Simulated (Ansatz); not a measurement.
The compound is AlGaN₂ (space group P4/mmm, No. 123), taken as the input geometry of an electronic-structure calculation (not necessarily at equilibrium); the starting structure was generated, so it need not be a known form of this composition.

```yaml
crystal:
  lattice:
    - [2.92257, 0.00000, 0.00000]
    - [0.00000, 2.92257, 0.00000]
    - [0.00000, 0.00000, 4.13723]
  atoms:
    - { symbol: Al, position: [0.00000, 0.00000, 0.00000] }
    - { symbol: N, position: [0.00000, 0.00000, 0.50000] }
    - { symbol: Ga, position: [0.50000, 0.50000, 0.50000] }
    - { symbol: N, position: [0.50000, 0.50000, 0.00000] }
```

Describe how the polyhedra about Al and Ga are linked (bonds: Al–N below 2.3 Å and Ga–N below 2.3 Å).

Al: AlN6 octahedron, sharing corners with six neighbours and edges with twelve neighbours; Ga: GaN6 octahedron, sharing edges with twelve neighbours and corners with six neighbours.

They form a three-dimensional framework of corner- and edge-sharing octahedra.

Centre to centre across a shared corner: 4.13 Å; across a shared edge: 2.92 Å.

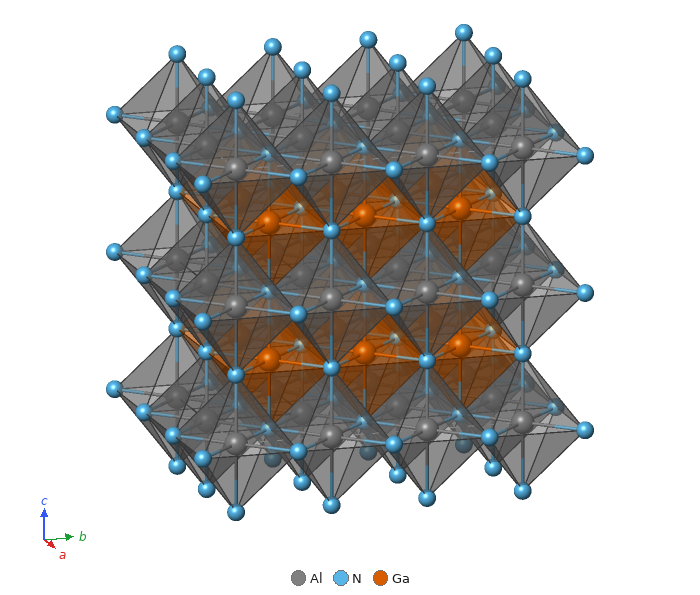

Polyhedra are drawn about Al and Ga (bonds: Al–N below 2.3 Å and Ga–N below 2.3 Å); other atoms are plain spheres.
